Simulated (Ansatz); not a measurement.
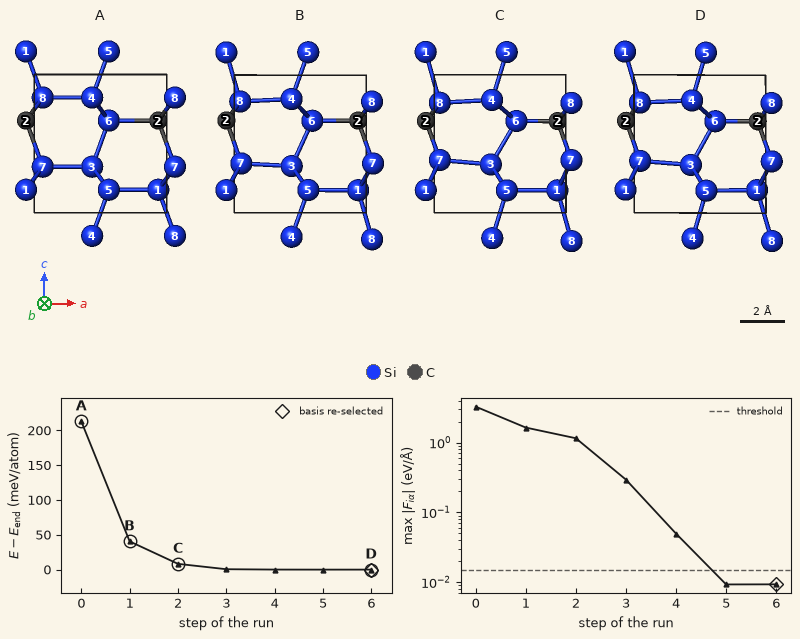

Frames of a relaxation of a crystal of Si7C (set up in Pm), marked on the history of the run. The picture is a ball-and-stick view of the cell of the calculation, reduced to other axes, seen along the b axis. Lengths and directions refer to the drawn axes.

Case: 1 of 8 Si sites taken by C, cell and atoms relaxed.

Method: Ansatz 0.2.0, DFT r2SCAN, scalar-relativistic, plane waves, PAW. Set-up: plane-wave cutoff 500 eV; k-point mesh 8 × 6 × 6; occupations gaussian; smearing width 0.02 eV; no spin polarisation; cell and atoms relaxed; force threshold 0.015 eV/Å; at most 60 steps.

Question: What happens along the run?

Answer: Over 5 accepted moves (6 points after the start) the energy falls by 213 meV per atom. The largest force component goes from 3.3 to 0.0093 eV/Å. The pressure goes from 3.02 to 0.00 GPa. At 1 point the geometry stayed and the basis and grid were re-selected for the new cell (energy shift of less than 0.05 meV per atom at most each time). The largest move relative to the cell is that of Si6, 0.33 Å along +a. By element the largest moves are Si 0.33 Å, C 0.01 Å. The volume changes by −1.9 %, with a 6.070 → 6.041 Å (−0.5 %), b 3.666 → 3.622 Å (−1.2 %), c 6.349 → 6.335 Å (−0.2 %), β 90.0° → 90.4°. Some distances before and after: C2–Si6 2.270 → 1.944 Å, C2–Si7 2.251 → 1.950 Å, Si1–Si8 2.251 → 2.435 Å, C2–Si8 2.251 → 2.095 Å. Among the angles between lasting bonds that change: Si3–Si6–Si4 109.1° → 97.8°, C2–Si8–C2 109.1° → 119.7°, Si8–C2–Si8 109.1° → 119.7°. The space group stays Pm (No. 6). The run took 17 min on 1 thread of Intel(R) Xeon(R) Processor @ 2.50GHz (Skylake/Cascade Lake) (shared host), peak memory 0.82 GiB. From step 0 to 1: Si8 moves most (0.19 Å), volume −0.5 %, energy −172 meV per atom. From step 1 to 2: Si6 moves most (0.20 Å), volume −2.2 %, energy −32.3 meV per atom. From step 2 to 6: Si atoms move most (0.04 Å), volume +0.8 %, energy −8.3 meV per atom.

```
step  E − E(0), meV/atom  largest force component, eV/Å  pressure, GPa  volume, Å³/atom                      note
   0                0.00                         3.2692           3.02           17.661                          
   1             -172.39                         1.6395          -0.42           17.567                          
   2             -204.66                         1.1527           0.67           17.188                          
   3             -212.36                         0.2943          -0.23           17.368                          
   4             -212.88                         0.0496           0.07           17.325                          
   5             -212.95                         0.0093           0.00           17.328                          
   6             -212.93                         0.0093           0.00           17.328  same geometry, new basis
```
